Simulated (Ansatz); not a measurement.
Consider W$_{4}$S$_{9}$ (cell with a defect).

```cif
data_structure
_symmetry_space_group_name_H-M 'P 1'
_symmetry_Int_Tables_number 1
_cell_length_a 6.3755
_cell_length_b 6.3755
_cell_length_c 8.3316
_cell_angle_alpha 67.505
_cell_angle_beta 67.505
_cell_angle_gamma 60.000
_cell_volume 263.11
loop_
_atom_site_label
_atom_site_type_symbol
_atom_site_fract_x
_atom_site_fract_y
_atom_site_fract_z
_atom_site_occupancy
W1 W 0.99257 0.02149 0.99321 1
W2 W 0.99265 0.52990 0.99340 1
W3 W 0.49168 0.02906 0.98745 1
W4 W 0.48393 0.52990 0.99338 1
S1 S 0.39316 0.43393 0.77961 1
S2 S 0.39316 0.93048 0.77954 1
S3 S 0.88938 0.42717 0.79398 1
S4 S 0.89667 0.93047 0.77955 1
S5 S 0.25613 0.28587 0.20175 1
S6 S 0.25608 0.79357 0.20154 1
S7 S 0.75416 0.29147 0.20007 1
S8 S 0.74866 0.79357 0.20156 1
S9 S 0.97507 0.51591 0.53413 1
```

All numbers below come from DFT PBE, scalar-relativistic, plane waves, PAW (Ansatz 0.2.0).

**What can the converged valence pseudo-density and electron localisation function tell about the bonding?**

W–S (2.41 Å): the density is about 0.63 e/Å³ at the midpoint; the ELF peaks at about 0.85 in the valence shell of S, 0.8 Å from its nucleus, and is about 0.50 at the midpoint.

**Does the calculation give a band gap?**

It is gapped, with a Kohn–Sham gap of 1.4 eV on the k-point mesh (the band edges may lie off the mesh, which would make the gap smaller).

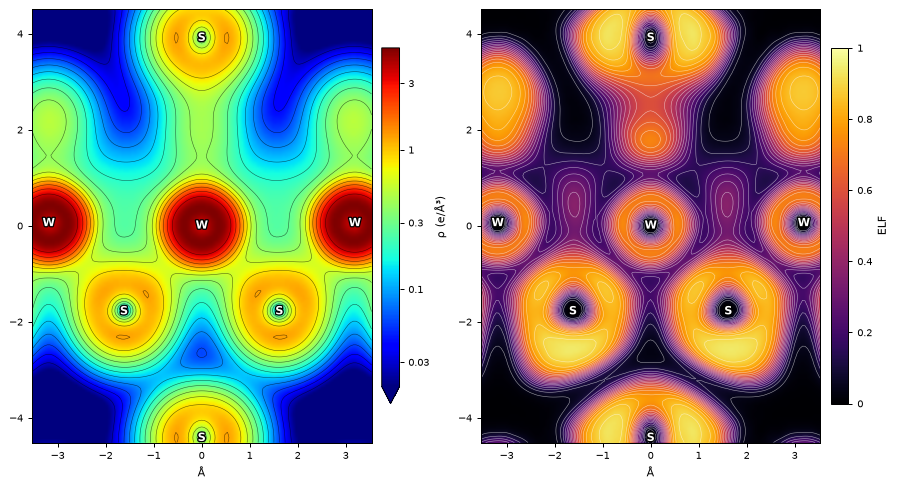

Computed valence pseudo-density and electron localisation function on the (011) plane of the calculation cell, in this order. 

In a PAW calculation such maps are meaningful between the atoms, not at the nuclei.
